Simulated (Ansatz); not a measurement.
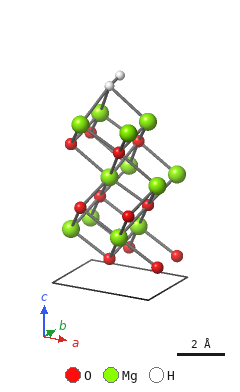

This is the input geometry for a constrained relaxation of a slab of composition Mg6HO6 (cut from the Fm-3m phase). Style: ball-and-stick. Shown: the cell of the calculation, outlined in the plane, without the vacuum (origin shifted), slightly off an axis.

Case: 1 H2 a cell, tilted, over a hollow Mg-Mg-Mg site. The slab is the (1 1 1) face of MgO with H2 on it. 12 atoms are held fixed.

The calculation used Ansatz, DFT PBE+D3(BJ), scalar-relativistic, plane waves, PAW.

The input:
```yaml
crystal:
  lattice:
    - [5.9506164706, 0.0, 0.0]
    - [-2.9753082353, 5.1533850317, 0.0]
    - [0.0, 0.0, 24.4485225033]
  atoms:
    - { symbol: O, position: [0.1666666667, 0.3333333333, 0.3272181376] }
    - { symbol: O, position: [0.1666666667, 0.8333333333, 0.3272181376] }
    - { symbol: O, position: [0.6666666667, 0.3333333333, 0.3272181376] }
    - { symbol: O, position: [0.6666666667, 0.8333333333, 0.3272181376] }
    - { symbol: Mg, position: [0.3333333333, 0.1666666667, 0.3769006695] }
    - { symbol: Mg, position: [0.3333333333, 0.6666666667, 0.3769006695] }
    - { symbol: Mg, position: [0.8333333333, 0.1666666667, 0.3769006695] }
    - { symbol: Mg, position: [0.8333333333, 0.6666666667, 0.3769006695] }
    - { symbol: O, position: [0.5, 0.5, 0.4265832015] }
    - { symbol: O, position: [0.5, 0.0, 0.4265832015] }
    - { symbol: O, position: [0.0, 0.5, 0.4265832015] }
    - { symbol: O, position: [0.0, 0.0, 0.4265832015] }
    - { symbol: Mg, position: [0.6666666667, 0.3333333333, 0.4723808001] }
    - { symbol: Mg, position: [0.6666666667, 0.8333333333, 0.4723808001] }
    - { symbol: Mg, position: [0.1666666667, 0.3333333333, 0.4723808001] }
    - { symbol: Mg, position: [0.1666666667, 0.8333333333, 0.4723808001] }
    - { symbol: O, position: [0.8333333333, 0.6666666667, 0.527988944] }
    - { symbol: O, position: [0.8333333333, 0.1666666667, 0.527988944] }
    - { symbol: O, position: [0.3333333333, 0.6666666667, 0.527988944] }
    - { symbol: O, position: [0.3333333333, 0.1666666667, 0.527988944] }
    - { symbol: Mg, position: [0.0, 0.5, 0.5744077028] }
    - { symbol: Mg, position: [0.0, 0.0, 0.5744077028] }
    - { symbol: Mg, position: [0.5, 0.5, 0.5744077028] }
    - { symbol: Mg, position: [0.5, 0.0, 0.5744077028] }
    - { symbol: H, position: [0.2247833408, 0.9592151008, 0.6498805662] }
    - { symbol: H, position: [0.1666666667, 0.8333333333, 0.6345340356] }
basis:
  ecutwfc: 420
kpoints:
  mp_grid: { grid: [3, 3, 1] }
hamiltonian:
  xc: pbe
  dispersion: d3bj
scf:
  occupations: { method: gaussian, width: 0.05 }
output:
  forces: true
  eigenvalues: true
  write_density: true
  write_potential: true
  elf: true
  volumetric_format: npy
relax:
  adjacent_minimum: "off"
  f_tol: 0.04
  max_steps: 100
  constraints: [{ sites: [0, 1, 2, 3, 4, 5, 6, 7, 8, 9, 10, 11] }]
efield:
  axis: 3
  dipole_correction: true
  ramp_width: 0.04
```

Run as
```bash
ansatz run input.yaml --threads 4 --pin off --max-ram 10240MiB --backend cpu --events-out ev --progress --plain --runs-dir out
```

> Where does the constrained relaxation end?

H25 moves most: 2.37 Å at 8° to the normal (+c side). By element the largest moves are H 2.37 Å, Mg 0.01 Å. O stays in place. The cell doesn't change. Near-neighbour distances that change, for instance: Mg21–H26 2.261 → 4.279 Å, Mg24–H26 2.261 → 3.782 Å, Mg22–H26 2.261 → 3.769 Å. The energy falls by 0.671 eV per cell of the calculation in 20 accepted moves (24 points after the start). Largest force component: 1.4 eV/Å at the start, 0.0098 eV/Å at the end. The line search rejected the trial step at point 16 of the run. 3 steps only repeated the SCF at the same geometry. The forces were under the threshold at step 14, but the run went on from there.

History of the run:

| step | E − E(0), meV/atom | largest force component, eV/Å | note |
| --- | --- | --- | --- |
| 0 | 0.00 | 1.4046 |  |
| 1 | -10.50 | 0.4452 |  |
| 2 | -12.03 | 0.8208 |  |
| 3 | -13.22 | 0.4407 |  |
| 4 | -14.95 | 0.2318 |  |
| 5 | -16.19 | 0.0716 |  |
| 6 | -17.28 | 0.0939 |  |
| 7 | -18.29 | 0.0714 |  |
| 8 | -19.96 | 0.2229 |  |
| 9 | -22.61 | 0.1066 |  |
| 10 | -24.00 | 0.0862 |  |
| 11 | -24.79 | 0.0469 |  |
| 12 | -25.19 | 0.0498 |  |
| 13 | -25.33 | 0.2952 |  |
| 14 | -25.59 | 0.0329 |  |
| 15 | -25.60 | 0.0340 | same geometry, SCF repeated |
| 16 | -23.34 | 1.5394 | rejected |
| 17 | -25.63 | 0.0257 |  |
| 18 | -25.65 | 0.1636 |  |
| 19 | -25.70 | 0.1179 |  |
| 20 | -25.73 | 0.0361 |  |
| 21 | -25.73 | 0.0360 | same geometry, SCF repeated |
| 22 | -25.74 | 0.2103 |  |
| 23 | -25.80 | 0.0095 |  |
| 24 | -25.80 | 0.0098 | same geometry, SCF repeated |

After the run, drawn alike:

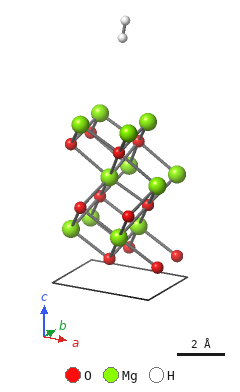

Limits of the set-up: the periodic images lie only 6.0 Å apart, so the values are limited by the cell's size.
